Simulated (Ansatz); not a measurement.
# C: geometry relaxation (part 3 of 3)

Continued. System: C (P6/mmm, 2 atoms in the cell). Method: DFT PBE, scalar-relativistic, plane waves, PAW, no spin polarisation (Ansatz 0.2.0); cutoff 420 eV, 24×24×14 k-mesh, Gaussian smearing of 0.1 eV. The structure was made by a generator, so it may or may not be a known phase.

Geometry of the input (Å; fractional positions):
```
2.4668  0.0000  0.0000
-1.2334  2.1363  0.0000
0.0000  0.0000  4.0153
C  0.6667  0.3333  0.5000
C  0.3333  0.6667  0.5000
```

**What the program printed, continued**
```
relax step  17: F+E_penalty+E_count = -501.88678315 eV  Δ(F+E_penalty+E_count) = +4.266e-4 eV  max|allowed force component| = 5.921e-16 eV/Å  Δτ_max = 0.0000 Å  P = +0.003 GPa  Ω = 23.301 Å³  energy of the carried Pulay correction = -4.561e-4 eV  (5 SCF iters, accepted)
iter 1 solved again at ethr=8.80e-8 eV; its pass at ethr=3.10e-3 eV (dr2=7.04e-6 eV) is discarded
SCF iter   1: F=—  HF=-501.887250 eV  |F-HF|=—  |Δ(HF+E_count)|=         —  Δρ=4.42e-5  dr2=6.83e-8  ethr=8.80e-8  ⟨swp⟩=3.1  Hψ=37807  notcnv=0
preconditioner: auto → none  [metal: Δε(μ)=0.044 eV  Ē_g=17.811 eV  σ=0.100 eV  W_gap=0.24  n_scr=2 (ndim 8)  ℏωp=21.8 eV  f_vac=0.260  D(μ)=0.05/eV (n_scr^D=0)]
SCF iter   2: F=—  HF=-501.887255 eV  |F-HF|=—  |Δ(HF+E_count)|=   5.44e-6  Δρ=2.20e-5  dr2=1.39e-8  ethr=8.54e-10  ⟨swp⟩=2.6  Hψ=6150  notcnv=0
SCF iter   3: F=—  HF=-501.887255 eV  |F-HF|=—  |Δ(HF+E_count)|=   1.40e-7  Δρ=4.03e-6  dr2=5.72e-10  ethr=1.74e-10  ⟨swp⟩=2.2  Hψ=5633  notcnv=0
SCF iter   4: F=—  HF=-501.887255 eV  |F-HF|=—  |Δ(HF+E_count)|=   5.26e-9  Δρ=3.77e-7  dr2=3.26e-11  ethr=7.15e-12  ⟨swp⟩=2.0  Hψ=5852  notcnv=0
SCF iter   5: F=-501.887255 eV  HF=-501.887255 eV  |F-HF|=7.96e-13  |Δ(HF+E_count)|=  1.85e-10  Δρ=3.03e-8  dr2=1.87e-13  ethr=1.00e-12  ⟨swp⟩=6.2  Hψ=14596  notcnv=0
SCF 18 converged in 5 iterations: F = -501.887255 eV  dr2 = 1.87e-13
relax step  18: F+E_penalty+E_count = -501.88725543 eV  Δ(F+E_penalty+E_count) = -4.723e-4 eV  max|allowed force component| = 5.551e-16 eV/Å  Δτ_max = 0.0000 Å  P = +0.011 GPa  Ω = 23.301 Å³  stress off target by 4.13e-2 GPa  SCF on the basis re-selected at this cell (its energy is not comparable with the rows above)  (5 SCF iters)
```

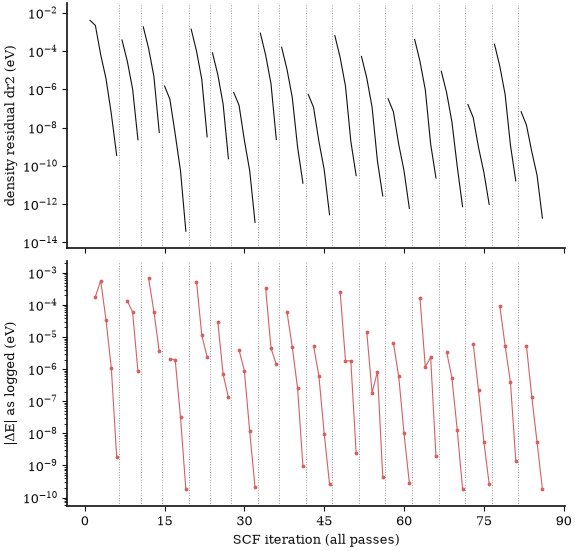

**Figure 1.** Convergence of the self-consistent field: density residual dr2 and size of the energy change against the SCF iteration. The dotted lines part the SCF passes of the relaxation: geometry steps, rejected trials and re-solves on a re-selected basis. The 18 passes take 4 to 6 iterations each, 86 in all.

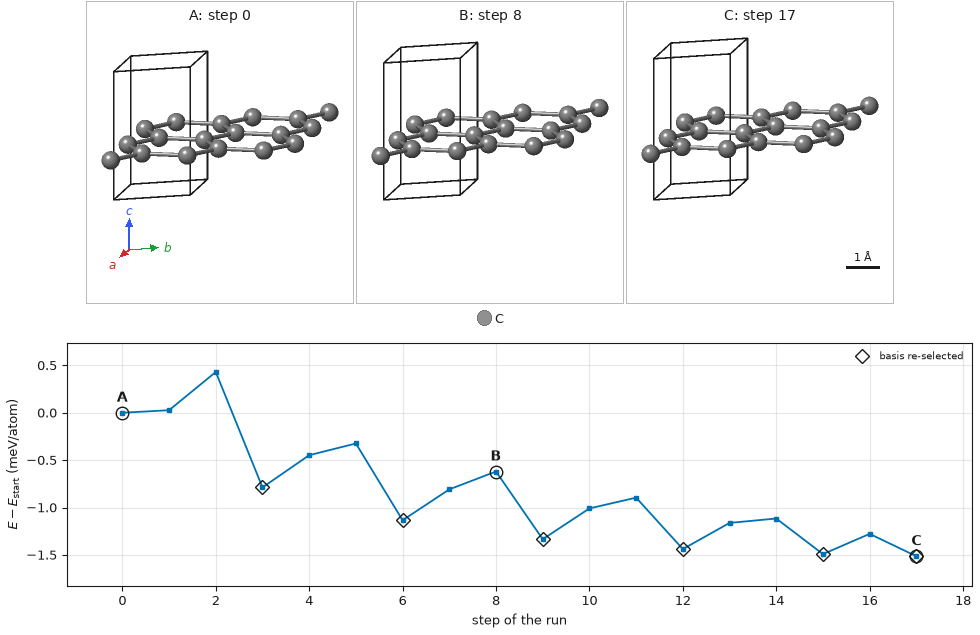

**Figure 2.** Frames of the relaxation (ball-and-stick view of the cell of the calculation, repeated 3 × 3 × 1, seen slightly off an axis) above the curves, on which the letters mark them (the first geometry is step 0 here and step 1 in the log).

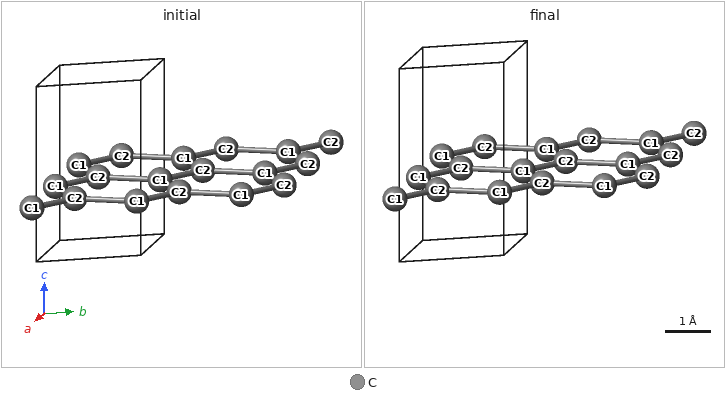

**Figure 3.** Before (left) and after (right) the relaxation, at one scale (ball-and-stick view of the cell of the calculation, repeated 3 × 3 × 1, seen slightly off an axis). The energy falls by 1.3 meV per atom in 11 geometry steps. All forces vanish by symmetry, so only the cell relaxes. Pressure: 0.04 GPa at the start and 0.01 GPa at the end. 5 further SCFs at an unchanged geometry re-selected the plane-wave basis for the new cell. No atom moves by more than 0.005 Å relative to the cell. The drawn cell changes as follows: a = b 2.467 → 2.466 Å (0.0 %), c 4.015 → 4.423 Å (+10.1 %); the volume changes by +10.1 %. The space group stays P6/mmm (No. 191). The energy change given includes the shifts at the re-selections in mid-walk, which come without any move. A last SCF at the same geometry on a re-selected plane-wave basis shifts the energy by −0.2 meV per atom. (Atoms are counted from 1 in the order of the input.)

```
basis re-selected at this cell: Δ(F+E_penalty+E_count) = -4.723e-4 eV, ΔP = +0.007 GPa vs the last step (what re-selecting the basis moved, of the pressure what is left beyond the Pulay correction that the steps carried, after the strain that the cell walked since its last selection, with what the two solves' SCF thresholds leave and, on support functions, any second-order correction that the steps lacked; it is no measure of the basis error at this ecutwfc). This SCF's stress stands 4.13e-2 GPa from its target on what of the cell is left free (relax.cell.stress_tol is 5.00e-2 GPa) and its largest allowed force component is 5.55e-16 eV/Å (relax.f_tol is 1.00e-2 eV/Å): within both
SCF converged after 5 iterations
Free energy (F): -501.887255 eV
Harris-Foulkes:  -501.887255 eV  (|F-HF|=7.96e-13)
Internal energy: -501.887000 eV  (E = F + TS)
E sigma→0 (E₀):  -501.887128 eV
Entropy (-TS):   -0.000255 eV (-0.128 meV/atom)
Fermi energy:    4.286513 eV
--- Per-component energies (eV) ---
  E_band       = -38.881579
  E_kinetic    = 181.604615
  E_local      = -479.082974  (includes V_loc(G=0)·N_el)
  E_nonlocal   = 54.568732
  E_hartree    = 168.180929
  E_xc         = -95.920186
  E_vxc        = -118.739625  (∫ρ·V_xc dr)
  E_paw        = -198.677365  (= ΣΔE_a)
  E_vpaw       = -13.594208  (= ΣTr[D̂ρ^β])
  E_aug_tail   = 0.000015  (compensation charges beyond the density's cutoff)
  E_ewald      = -132.560766
  E_smearing   = -0.000255  (= −TS)
  E_closure    = -0.000000  (closes the sum)
  Σ components = -501.887255   (vs F -501.887255, Δ=0.00e0)
--- Forces (eV/Å), atoms counted from 1 ---
  atom   1  C      0.00000000     0.00000000     0.00000000
  atom   2  C     -0.00000000    -0.00000000    -0.00000000
  max |Σ_I F_I| component: 1.48e-16 eV/Å
--- Stress (GPa, compression-positive) ---
       -0.004864      -0.000000       0.000000
        0.000000      -0.004864       0.000000
        0.000000       0.000000       0.041279
  P = ⅓ Tr σ = 0.0105 GPa (0.105 kbar)
--- Band table (eV; the first three rows and the last of 488) ---
  k-point 0: bands = ["-15.2424", "-3.1387", "1.2398", "1.2398", "7.2793", "12.6065", "12.6065", "15.7069"]
  k-point 1: bands = ["-15.2412", "-3.1587", "1.2390", "1.2390", "7.3781", "12.6066", "12.6066", "15.7023"]
  k-point 2: bands = ["-15.2378", "-3.2135", "1.2393", "1.2393", "7.6672", "12.6074", "12.6074", "15.7005"]
  k-point 487: bands = ["-8.3099", "-8.3099", "-6.2718", "4.1887", "4.1887", "14.1743", "18.3533", "18.3533"]
--- Relaxed structure (12 steps of the walk, 12 accepted, 6 SCFs on fresh bases) ---
  F+E_penalty+E_count = -501.88725543 eV   max|allowed force component| = 5.551e-16 eV/Å   (the final SCF, on the basis selected at the relaxed cell)
  cell:  # Å, volume = 23.3012 Å³
    - [2.4664849237050235, -8.588251819857865e-35, 0.0]
    - [-1.2332424618525117, 2.136038601979873, 0.0]
    - [0.0, 0.0, 4.422724499052714]
  atoms:
    - { symbol: C, position: [0.6666666666666667, 0.3333333333333333, 0.5000000000000001] }
    - { symbol: C, position: [0.3333333333333333, 0.6666666666666666, 0.5000000000000001] }
```

**Trajectory as extended XYZ (Å, eV, eV/Å), 18 frames, from step=1 to step=18**
```
2
Lattice="2.4668 0.0000 0.0000 -1.2334 2.1363 0.0000 0.0000 0.0000 4.0153" Properties=species:S:1:pos:R:3:forces:R:3 step=1 energy=-501.88423 pressure_GPa=0.04
C     1.2334    0.7121    2.0076    0.0000   0.0000   0.0000
C     0.0000    1.4242    2.0076    0.0000   0.0000   0.0000
2
Lattice="2.4664 0.0000 0.0000 -1.2332 2.1360 0.0000 0.0000 0.0000 4.0519" Properties=species:S:1:pos:R:3:forces:R:3 step=2 energy=-501.88417 pressure_GPa=0.07
C     1.2332    0.7120    2.0260    0.0000   0.0000   0.0000
C     0.0000    1.4240    2.0260    0.0000   0.0000   0.0000
2
Lattice="2.4661 0.0000 0.0000 -1.2330 2.1357 0.0000 0.0000 0.0000 4.1308" Properties=species:S:1:pos:R:3:forces:R:3 step=3 energy=-501.88337 pressure_GPa=0.03
C     1.2330    0.7119    2.0654    0.0000   0.0000   0.0000
C     0.0000    1.4238    2.0654    0.0000   0.0000   0.0000
2
Lattice="2.4661 0.0000 0.0000 -1.2330 2.1357 0.0000 0.0000 0.0000 4.1308" Properties=species:S:1:pos:R:3:forces:R:3 step=4 energy=-501.88580 pressure_GPa=0.18
C     1.2330    0.7119    2.0654    0.0000   0.0000   0.0000
C     0.0000    1.4238    2.0654    0.0000   0.0000   0.0000
2
Lattice="2.4662 0.0000 0.0000 -1.2331 2.1358 0.0000 0.0000 0.0000 4.1978" Properties=species:S:1:pos:R:3:forces:R:3 step=5 energy=-501.88512 pressure_GPa=0.06
C     1.2331    0.7119    2.0989    0.0000   0.0000   0.0000
C     0.0000    1.4238    2.0989    0.0000   0.0000   0.0000
2
Lattice="2.4663 0.0000 0.0000 -1.2331 2.1358 0.0000 0.0000 0.0000 4.2138" Properties=species:S:1:pos:R:3:forces:R:3 step=6 energy=-501.88488 pressure_GPa=0.01
C     1.2331    0.7119    2.1069    0.0000   0.0000   0.0000
C     0.0000    1.4239    2.1069    0.0000   0.0000   0.0000
2
Lattice="2.4663 0.0000 0.0000 -1.2331 2.1358 0.0000 0.0000 0.0000 4.2138" Properties=species:S:1:pos:R:3:forces:R:3 step=7 energy=-501.88650 pressure_GPa=0.11
C     1.2331    0.7119    2.1069    0.0000   0.0000   0.0000
C     0.0000    1.4239    2.1069    0.0000   0.0000   0.0000
2
Lattice="2.4664 0.0000 0.0000 -1.2332 2.1360 0.0000 0.0000 0.0000 4.2668" Properties=species:S:1:pos:R:3:forces:R:3 step=8 energy=-501.88584 pressure_GPa=0.03
C     1.2332    0.7120    2.1334    0.0000   0.0000   0.0000
C     0.0000    1.4240    2.1334    0.0000   0.0000   0.0000
2
Lattice="2.4665 0.0000 0.0000 -1.2332 2.1360 0.0000 0.0000 0.0000 4.2899" Properties=species:S:1:pos:R:3:forces:R:3 step=9 energy=-501.88547 pressure_GPa=-0.00
C     1.2332    0.7120    2.1449    0.0000   0.0000   0.0000
C     0.0000    1.4240    2.1449    0.0000   0.0000   0.0000
2
Lattice="2.4665 0.0000 0.0000 -1.2332 2.1360 0.0000 0.0000 0.0000 4.2899" Properties=species:S:1:pos:R:3:forces:R:3 step=10 energy=-501.88690 pressure_GPa=0.04
C     1.2332    0.7120    2.1449    0.0000   0.0000   0.0000
C     0.0000    1.4240    2.1449    0.0000   0.0000   0.0000
2
Lattice="2.4665 0.0000 0.0000 -1.2332 2.1360 0.0000 0.0000 0.0000 4.3368" Properties=species:S:1:pos:R:3:forces:R:3 step=11 energy=-501.88625 pressure_GPa=0.01
C     1.2332    0.7120    2.1684    0.0000   0.0000   0.0000
C     0.0000    1.4240    2.1684    0.0000   0.0000   0.0000
2
Lattice="2.4665 0.0000 0.0000 -1.2332 2.1360 0.0000 0.0000 0.0000 4.3504" Properties=species:S:1:pos:R:3:forces:R:3 step=12 energy=-501.88602 pressure_GPa=-0.00
C     1.2332    0.7120    2.1752    0.0000   0.0000   0.0000
C     0.0000    1.4240    2.1752    0.0000   0.0000   0.0000
2
Lattice="2.4665 0.0000 0.0000 -1.2332 2.1360 0.0000 0.0000 0.0000 4.3504" Properties=species:S:1:pos:R:3:forces:R:3 step=13 energy=-501.88710 pressure_GPa=0.02
C     1.2332    0.7120    2.1752    0.0000   0.0000   0.0000
C     0.0000    1.4240    2.1752    0.0000   0.0000   0.0000
2
Lattice="2.4665 0.0000 0.0000 -1.2332 2.1361 0.0000 0.0000 0.0000 4.3882" Properties=species:S:1:pos:R:3:forces:R:3 step=14 energy=-501.88655 pressure_GPa=0.00
C     1.2332    0.7120    2.1941    0.0000   0.0000   0.0000
C     0.0000    1.4240    2.1941    0.0000   0.0000   0.0000
2
Lattice="2.4665 0.0000 0.0000 -1.2332 2.1360 0.0000 0.0000 0.0000 4.3939" Properties=species:S:1:pos:R:3:forces:R:3 step=15 energy=-501.88646 pressure_GPa=-0.00
C     1.2332    0.7120    2.1970    0.0000   0.0000   0.0000
C     0.0000    1.4240    2.1970    0.0000   0.0000   0.0000
2
Lattice="2.4665 0.0000 0.0000 -1.2332 2.1360 0.0000 0.0000 0.0000 4.3939" Properties=species:S:1:pos:R:3:forces:R:3 step=16 energy=-501.88721 pressure_GPa=0.01
C     1.2332    0.7120    2.1970    0.0000   0.0000   0.0000
C     0.0000    1.4240    2.1970    0.0000   0.0000   0.0000
2
Lattice="2.4665 0.0000 0.0000 -1.2332 2.1360 0.0000 0.0000 0.0000 4.4227" Properties=species:S:1:pos:R:3:forces:R:3 step=17 energy=-501.88678 pressure_GPa=0.00
C     1.2332    0.7120    2.2114    0.0000   0.0000   0.0000
C     0.0000    1.4240    2.2114    0.0000   0.0000   0.0000
2
Lattice="2.4665 0.0000 0.0000 -1.2332 2.1360 0.0000 0.0000 0.0000 4.4227" Properties=species:S:1:pos:R:3:forces:R:3 step=18 energy=-501.88725 pressure_GPa=0.01
C     1.2332    0.7120    2.2114    0.0000   0.0000   0.0000
C     0.0000    1.4240    2.2114    0.0000   0.0000   0.0000
```

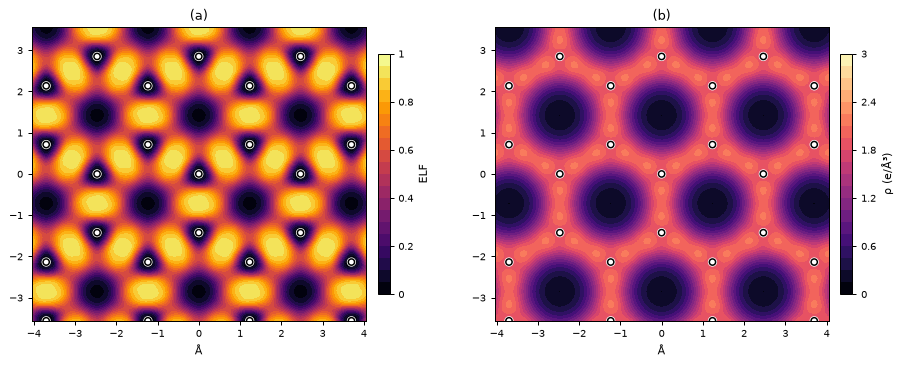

**Figure 4.** (a) ELF; (b) valence charge density (pseudo) on the (001) plane of the conventional cell. Circles mark the nuclei in the plane (C). C–C (1.42 Å): ρ is about 2 e/Å³ halfway; the ELF peaks at about 0.95 between the atoms, as expected for localised, shared-pair bonding. Away from the nuclei the density in this plane falls to 0.15 e/Å³ at its lowest. Core electrons are frozen (PAW), so the fields are smoothed inside the atomic spheres.

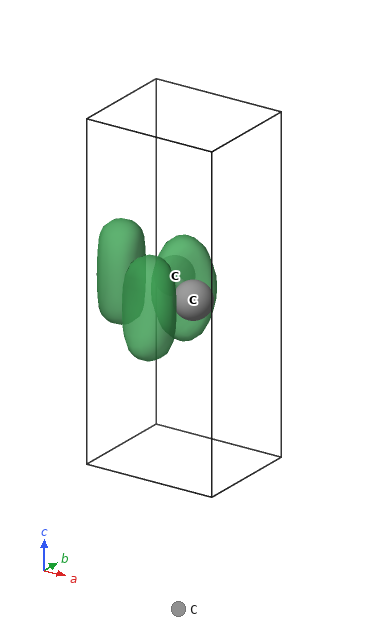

**Figure 5.** Isosurface of the electron localisation function at 0.8 (green), seen slightly off an axis. Core shells and regions of very low density are left out. Sticks mark near contacts. The outline is the cell set on symmetry axes. Along the contacts the grid gives the following.
